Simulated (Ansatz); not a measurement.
The Ansatz input:

```
crystal:
  lattice:
    - [3.3394229375, 0.0, 0.0]
    - [-1.6697114688, 2.8920250979, 0.0]
    - [0.0, 0.0, 3.037947073]
  atoms:
    - { symbol: Gd, position: [0.0, 0.0, 0.0], spin: 0.5 }
    - { symbol: "N", position: [0.6666666667, 0.3333333333, 0.5] }
basis:
  ecutwfc: 420
  ecutrho_ratio: 4
kpoints:
  mp_grid: { grid: [5, 5, 5] }
hamiltonian:
  xc: lda
  hubbard: { sites: [{ species: Gd, l: f, u_eff: 6.0 }] }
scf:
  occupations: { method: gaussian, width: 0.05 }
output:
  forces: true
  stress: true
  eigenvalues: true
  populations: true
  hubbard: { sites: [{ species: Gd, l: f }] }
magnetization:
  spin_polarized: true
```

Run as:
```bash
ansatz run input.yaml --threads 4 --pin off --max-ram 9216MiB --backend cpu --events-out ev --progress --plain --runs-dir out
```

How will the Gd f shell be filled?

Counting eigenvalues over 0.6 as filled, Gd has 7 filled f states (f⁷), 7 up and 0 down; the eigenvalues sum to 7.0.

The structure was built from a prototype or by substitution, so it need not be a known phase. The k mesh is coarse for this system. Spin-orbit coupling is left out, which matters for Gd. Open shells can settle in several states, and this one need not be the lowest.

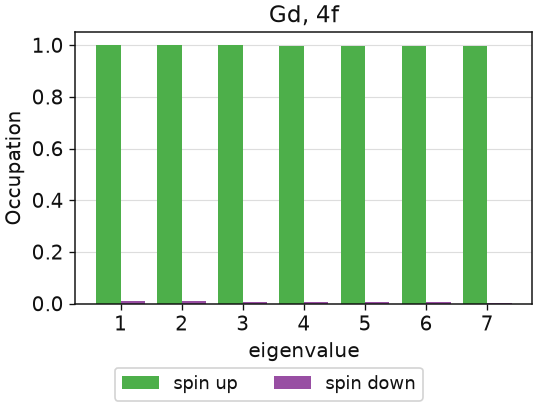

Eigenvalues of the local occupation matrix of the f shell (Löwdin-orthogonalised atomic projectors).
